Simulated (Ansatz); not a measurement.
System: Ti.

Input

```
crystal:
  lattice:
    - [-0.0129528768, 2.0534592465, 2.033954701]
    - [2.072553439, -0.007060466, 2.0280622902]
    - [2.071115416, 2.0461288127, -0.0056224431]
  atoms:
    - { symbol: Ti, position: [0.0, 0.0, 0.0] }
basis:
  ecutwfc: 500
kpoints:
  mp_grid: { grid: [14, 14, 14] }
hamiltonian:
  xc: r2scan
scf:
  occupations: { method: gaussian, width: 0.15 }
output:
  forces: true
  stress: true
  eigenvalues: true
  write_density: true
  write_potential: true
  elf: true
  volumetric_format: npy
```

Command:

```sh
ansatz run input.yaml --threads 1 --pin off --max-ram 2560MiB --backend cpu --events-out ev --progress --plain --runs-dir out
```

Below, planes, directions and counts refer to the standardised cell (a = 4.11 Å, b = 4.07 Å, c = 2.91 Å, α = 89.78°, β = 134.45°, γ = 89.99°).

Space group P-1; computed without spin polarisation.

All numbers below come from DFT r2SCAN, scalar-relativistic, plane waves, PAW (Ansatz 0.2.0).

Predict the valence pseudo-density and electron localisation function between the atoms.

Ti–Ti (2.89 Å): ρ at the midpoint is about 0.19 e/Å³; the ELF is about 0.20 at the midpoint (no shared electron pair shows on this line).
The ELF has a maximum of about 0.80 in the space between the atoms, 2.0 Å from six Ti atoms, on no atom or two-centre bond.

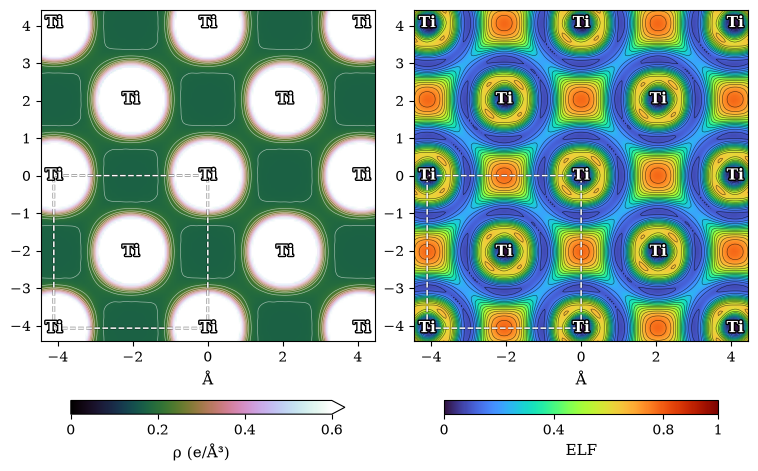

Computed valence pseudo-density and electron localisation function on the (001) plane of the standardised cell, in this order. 

In a PAW calculation such maps are meaningful between the atoms, not at the nuclei.
